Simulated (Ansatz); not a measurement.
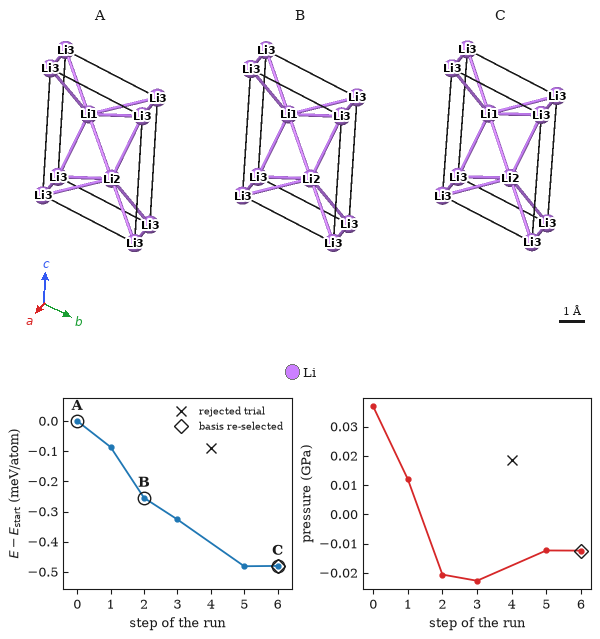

Frames of a relaxation of solid Li (set up in Fm-3m), marked on the history of the run. A ball-and-stick model of the cell of the calculation, seen slightly off an axis.

Case: 0 of 3 Li sites taken by Rb, cell and atoms relaxed.

These are results of DFT PBE+D3(BJ), scalar-relativistic, plane waves, PAW (Ansatz), not measurements.

The input:
```yaml
crystal:
  lattice:
    - [0.0, 2.0884826778, -2.0884826778]
    - [4.1769653556, 0.0, 0.0]
    - [-2.0884826778, -4.1769653556, -2.0884826778]
  atoms:
    - { symbol: Li, position: [0.3333333333, 0.3333333333, 0.6666666667] }
    - { symbol: Li, position: [0.6666666667, 0.6666666667, 0.3333333333] }
    - { symbol: Li, position: [0.0, 0.0, 0.0] }
basis:
  ecutwfc: 420
kpoints:
  mp_grid: { grid: [12, 12, 12] }
hamiltonian:
  xc: pbe
  dispersion: d3bj
scf:
  occupations: { method: gaussian, width: 0.1 }
output:
  forces: true
  stress: true
  eigenvalues: true
  write_density: true
  write_potential: true
  elf: true
  volumetric_format: npy
relax:
  adjacent_minimum: "off"
  f_tol: 0.015
  max_steps: 60
  cell: { stress_tol: 0.15 }
```

Run as
```bash
ansatz run input.yaml --threads 1 --pin off --max-ram 2560MiB --backend cpu --events-out ev --progress --plain --runs-dir out
```

> Describe the path.

After 4 accepted moves (6 points after the start) the energy has fallen by 0.5 meV per atom. All forces vanish by symmetry, so only the cell relaxes. The pressure goes from 0.04 to −0.01 GPa. The line search rejected the trial step at point 4 of the run. The SCF was repeated once at an unchanged geometry on a basis and grid sized afresh for the cell, which shifted the energy by less than 0.05 meV per atom at most. The atoms keep their places relative to the cell (all moves are under 0.005 Å). The volume changes by +0.2 %, with a 2.954 → 3.011 Å (+1.9 %), b 4.177 → 4.066 Å (−2.7 %), c 5.116 → 5.141 Å (+0.5 %), α 114.1° → 113.3°, β 106.8° → 107.0°. Near-neighbour distances that change, for instance: Li1–Li1 2.954 → 3.011 Å, Li1–Li2 2.954 → 2.984 Å, Li1–Li2 (another image) 2.954 → 2.937 Å. The space group (tolerance 0.01 Å) goes from Fm-3m (No. 225) to Immm (No. 71). From step 0 to 2: volume +0.3 %, energy −0.3 meV per atom. From step 2 to 6: energy −0.2 meV per atom.

| step | E − E(0), meV/atom | pressure, GPa | volume, Å³/atom | note |
| --- | --- | --- | --- | --- |
| 0 | 0.00 | 0.04 | 18.219 |  |
| 1 | -0.09 | 0.01 | 18.246 |  |
| 2 | -0.25 | -0.02 | 18.274 |  |
| 3 | -0.33 | -0.02 | 18.274 |  |
| 4 | -0.09 | 0.02 | 18.229 | rejected |
| 5 | -0.48 | -0.01 | 18.261 |  |
| 6 | -0.48 | -0.01 | 18.261 | same geometry, new basis |
